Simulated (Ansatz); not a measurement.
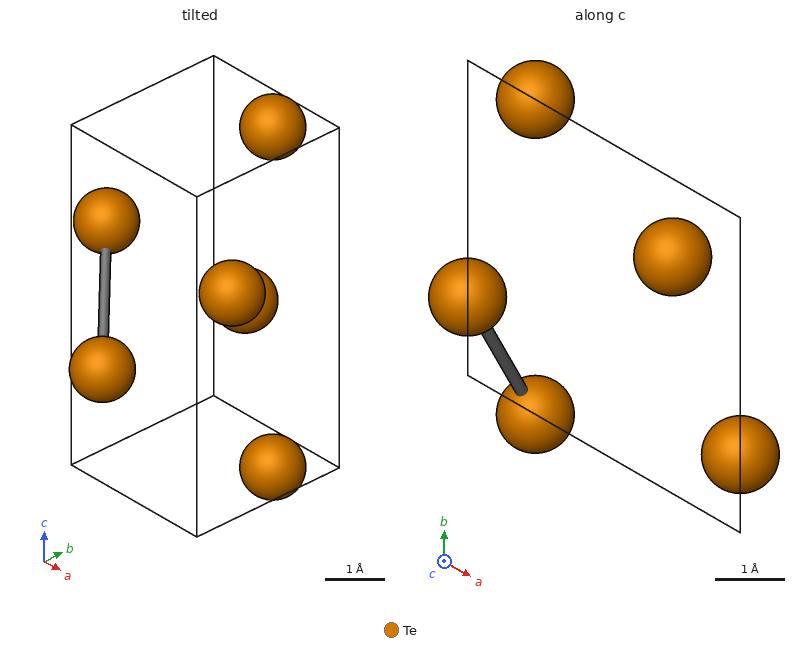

A ball-and-stick rendering, viewed slightly off an axis and along the c axis. The frame is the conventional unit cell; atoms at its boundary are shown with their periodic copies.

Te, space group P3_121 (No. 152), a = 4.600 Å, b = 4.600 Å, c = 6.120 Å, α = 90.00°, β = 90.00°, γ = 120.00°. The initial geometry was a structure listed in the Materials Project. The cell was then strained or its atoms displaced on purpose. It went into a calculation with Ansatz.

This one geometry was computed with Ansatz (DFT, plane waves, PAW) at three levels of theory: HSE06, r2SCAN and PBE.

> Which level gives the highest pressure at this volume, and what does that say about its equilibrium volume?

Highest: PBE (-0.4 GPa), which points to the largest equilibrium volume. Lowest, with the smallest volume: HSE06 (-1.9 GPa). Levels within 0.5 GPa of each other can't be told apart.

> How does the band gap change with the level of theory?

PBE: a gap of 0.11 eV, indirect; r2SCAN: a gap of 0.30 eV, indirect; HSE06: a gap of 0.59 eV, indirect.

> Collect the results in a table.

| level | cutoff (eV) | k-mesh of the run's cell | gap (eV) | pressure (GPa) |
| --- | --- | --- | --- | --- |
| HSE06 | 420 | 6×6×4 | 0.59 | -1.9 |
| r2SCAN | 500 | 6×6×4 | 0.30 | -1.0 |
| PBE | 420 | 6×6×4 | 0.11 | -0.4 |

Gaps are taken on the k-mesh or band path of each run.
